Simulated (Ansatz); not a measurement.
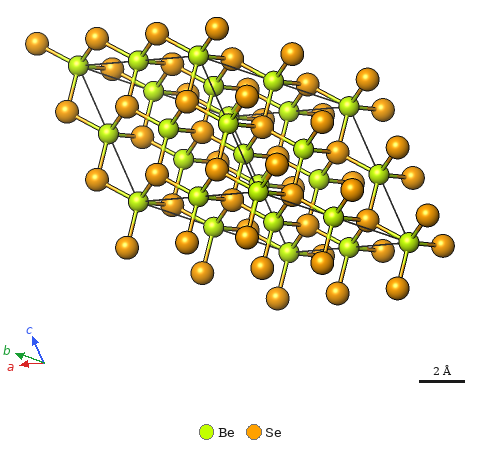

Starting frame of a dynamics run of a 16-atom cell of BeSe (built on the zincblende type). The picture is a ball-and-stick view of the reduced simulation cell, seen from a free direction. Bonds to atoms that aren't drawn are left out. Lengths and directions refer to the drawn axes.

Method: Ansatz, DFT, PBEsol, plane waves, PAW.

Input
```yaml
crystal:
  lattice:
    - [0.0, 5.1620707526, 5.1620707526]
    - [5.1620707526, 0.0, 5.1620707526]
    - [5.1620707526, 5.1620707526, 0.0]
  atoms:
    - { symbol: Be, position: [0.0, 0.0, 0.0] }
    - { symbol: Se, position: [0.125, 0.125, 0.125] }
    - { symbol: Be, position: [0.0, 0.0, 0.5] }
    - { symbol: Se, position: [0.125, 0.125, 0.625] }
    - { symbol: Be, position: [0.0, 0.5, 0.0] }
    - { symbol: Se, position: [0.125, 0.625, 0.125] }
    - { symbol: Be, position: [0.0, 0.5, 0.5] }
    - { symbol: Se, position: [0.125, 0.625, 0.625] }
    - { symbol: Be, position: [0.5, 0.0, 0.0] }
    - { symbol: Se, position: [0.625, 0.125, 0.125] }
    - { symbol: Be, position: [0.5, 0.0, 0.5] }
    - { symbol: Se, position: [0.625, 0.125, 0.625] }
    - { symbol: Be, position: [0.5, 0.5, 0.0] }
    - { symbol: Se, position: [0.625, 0.625, 0.125] }
    - { symbol: Be, position: [0.5, 0.5, 0.5] }
    - { symbol: Se, position: [0.625, 0.625, 0.625] }
kpoints:
  mp_grid: { grid: [2, 2, 2] }
hamiltonian:
  xc: pbesol
scf:
  occupations: { method: fermi_dirac, width: 0.146 }
md:
  ensemble: nve
  temperature: 1700
  timestep: 1.0
  n_steps: 30
  initial_velocities: maxwell_boltzmann
  seed: 5340
```

Run as
```bash
ansatz run input.yaml --threads 4 --pin off --max-ram 3686MiB --backend cpu --events-out ev --progress --plain --runs-dir out
```

> What does the trajectory do?

The mean temperature in the second half is 922 K (standard deviation 136 K). The first frame carries almost no forces, so kinetic energy first flows into potential energy: the temperature drops from 1700 to 753 K within 17 fs, and without a thermostat its mean stays below the start. The potential energy is still drifting at the end, so the run hasn't reached equilibrium. The potential energy in the second half lies on average 94.5 meV per atom above the first frame. In the second half of the run the atoms are, in the root-mean-square, this far from where they began (common drift taken out): Be 0.21 Å, Se 0.15 Å. The run lasts only 30 fs, too short to tell vibration from diffusion.

Along the run (each row but the first and the last is the mean over the interval that it begins):

```json
{"time (fs)": "0.0", "potential energy (meV/atom)": "0.0", "T (K)": "1700"}
{"time (fs)": "3.0", "potential energy (meV/atom)": "17.4", "T (K)": "1557"}
{"time (fs)": "6.0", "potential energy (meV/atom)": "46.6", "T (K)": "1317"}
{"time (fs)": "9.0", "potential energy (meV/atom)": "79.2", "T (K)": "1048"}
{"time (fs)": "12.0", "potential energy (meV/atom)": "104.0", "T (K)": "843"}
{"time (fs)": "15.0", "potential energy (meV/atom)": "114.4", "T (K)": "758"}
{"time (fs)": "18.0", "potential energy (meV/atom)": "110.5", "T (K)": "790"}
{"time (fs)": "21.0", "potential energy (meV/atom)": "98.1", "T (K)": "892"}
{"time (fs)": "24.0", "potential energy (meV/atom)": "84.0", "T (K)": "1008"}
{"time (fs)": "27.0", "potential energy (meV/atom)": "73.6", "T (K)": "1094"}
{"time (fs)": "30.0", "potential energy (meV/atom)": "70.2", "T (K)": "1121"}
```

The paths of the atoms, magnified 2 times:

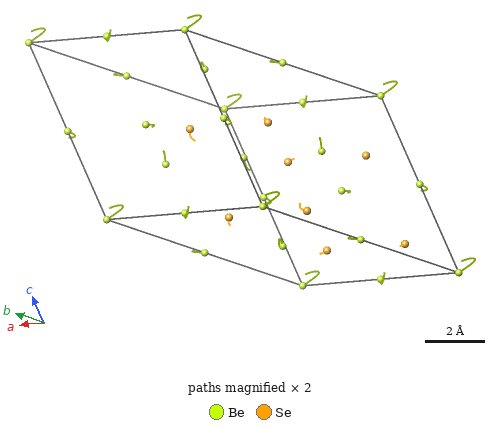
